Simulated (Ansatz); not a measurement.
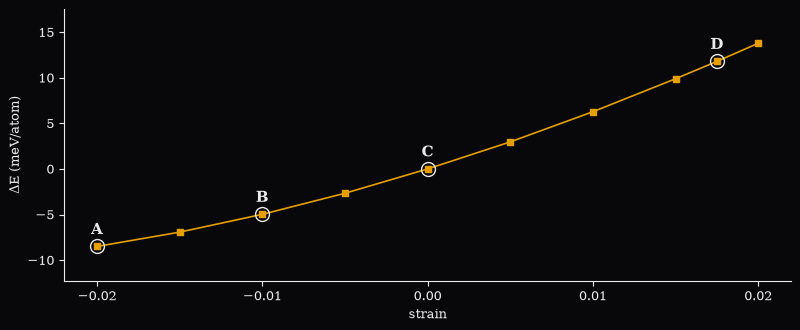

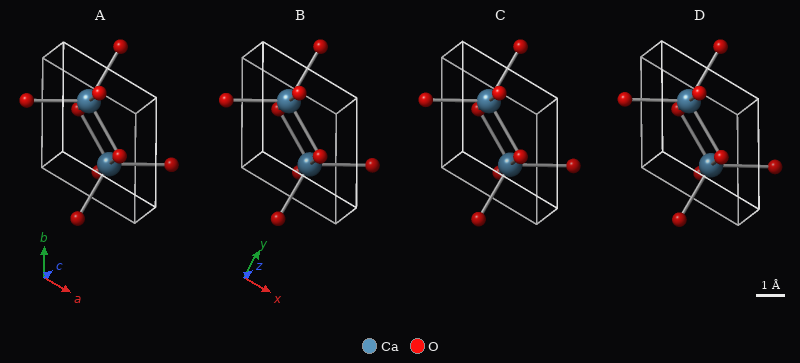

A scan of solid CaO (P6_3/mmc): the cell is strained along x alone, with the atoms kept at their fractional coordinates. x, y and z are the Cartesian axes of the input. The lettered frames are marked on the plot. A ball-and-stick model of the cell of the calculation, seen along the c axis, with a slight tilt.

Method: Ansatz 0.2.0, DFT LDA, scalar-relativistic, plane waves, PAW. (plane-wave cutoff 420 eV; k-point mesh 9 × 9 × 6; occupations gaussian; smearing width 0.05 eV; no spin polarisation). Energies (free energies at the smearing named) are counted from the cell as listed in its source, which wasn't relaxed.

What does the scan show?

Answer. Of the computed points the lowest is at the strain −0.02, −8.5 meV/atom. The energy is still falling at the end of the range, so the minimum along this coordinate lies there or beyond. The unrelaxed reference is under a pressure of −5.7 GPa, which tilts the curve. The distortion takes the space group from P6_3/mmc to Cmcm. At the strain −0.02 the cell of the drawing goes a 3.992 → 3.912 Å, b 3.992 → 3.972 Å, γ 120.0° → 119.5°.

The computed points:

| strain | ΔE (meV/atom) |
| --- | --- |
| −0.0200 | −8.5 |
| −0.0150 | −6.9 |
| −0.0100 | −5.0 |
| −0.0050 | −2.7 |
| 0.0000 | 0.0 |
| 0.0050 | 3.0 |
| 0.0100 | 6.3 |
| 0.0150 | 9.9 |
| 0.0175 | 11.8 |
| 0.0200 | 13.8 |
